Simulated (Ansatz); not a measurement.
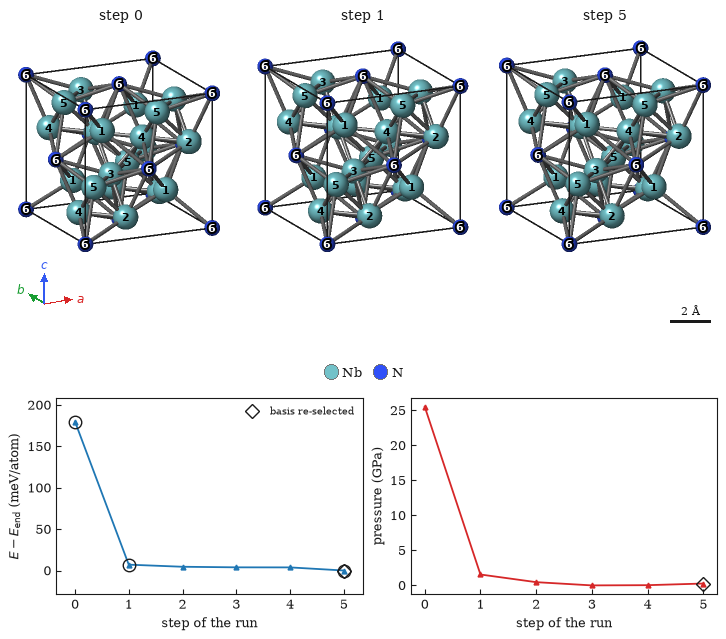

Frames of a relaxation of crystalline Nb$_{5}$N (a generated structure, set up in F-43m) (coarse preliminary run), marked on the history of the run. Style: ball-and-stick. Shown: the conventional cell (4 times the calculation's cell), slightly off an axis. Lengths and directions refer to the drawn axes.

All numbers below come from DFT PBE, scalar-relativistic, plane waves, PAW (Ansatz).

Input file:
```yaml
crystal:
  lattice:
    - [0.0, 3.58763874, 3.58763874]
    - [3.58763874, 0.0, 3.58763874]
    - [3.58763874, 3.58763874, 0.0]
  atoms:
    - { symbol: Nb, position: [0.25, 0.25, 0.25] }
    - { symbol: Nb, position: [0.62426262, 0.12721214, 0.62426262] }
    - { symbol: Nb, position: [0.62426262, 0.62426262, 0.12721214] }
    - { symbol: Nb, position: [0.62426262, 0.62426262, 0.62426262] }
    - { symbol: Nb, position: [0.12721214, 0.62426262, 0.62426262] }
    - { symbol: "N", position: [0.0, 0.0, 0.0] }
basis:
  ecutwfc: 420
kpoints:
  mp_grid: { grid: [4, 4, 4] }
hamiltonian:
  xc: pbe
scf:
  occupations: { method: gaussian, width: 0.1 }
  lower_state_search: "off"
output:
  forces: true
  stress: true
  eigenvalues: true
relax:
  adjacent_minimum: "off"
  f_tol: 0.04
  max_steps: 70
  cell: { stress_tol: 0.4 }
```

Run as
```bash
ansatz run input.yaml --threads 1 --pin off --max-ram 2560MiB --backend cpu --events-out ev --progress --plain --runs-dir out
```

> What happens along the run?

The energy falls by 180 meV per atom in 4 accepted moves (5 points after the start). Largest force component: 0.13 eV/Å at the start, 0.0012 eV/Å at the end. The pressure goes from 25.52 to 0.25 GPa. The SCF was repeated once at an unchanged geometry on a basis and grid sized afresh for the cell, which shifted the energy by 3.7 meV per atom at most. The largest moves relative to the cell, 0.015 Å, are those of Nb2, Nb3, Nb4 and Nb5. Nb4 goes along [−1 1 −1]. N stays in place. The drawn cell changes as follows: a = b = c 7.175 → 7.567 Å (+5.5 %); the volume changes by +17.3 %. Some distances before and after: Nb1–N6 3.107 → 3.277 Å, Nb2–N6 2.976 → 3.142 Å, Nb2–Nb3 2.552 → 2.716 Å, Nb1–Nb2 2.973 → 3.133 Å. The space group stays F-43m (No. 216). Cost: 19 s on 1 thread of Arm Neoverse V1, with other jobs on the host, peak memory 0.33 GiB. From step 0 to 1: volume +15.4 %, energy −173 meV per atom. From step 1 to 5: Nb atoms move most (0.02 Å), volume +1.7 %, energy −7.1 meV per atom.

```
step  E − E(0), meV/atom  largest force component, eV/Å  pressure, GPa  volume, Å³/atom                      note
   0                0.00                         0.1297          25.52           15.392                          
   1             -172.81                         0.2248           1.54           17.755                          
   2             -175.35                         0.1389           0.44           17.952                          
   3             -176.04                         0.0449          -0.02           18.069                          
   4             -176.12                         0.0013           0.01           18.053                          
   5             -179.87                         0.0012           0.25           18.053  same geometry, new basis
```
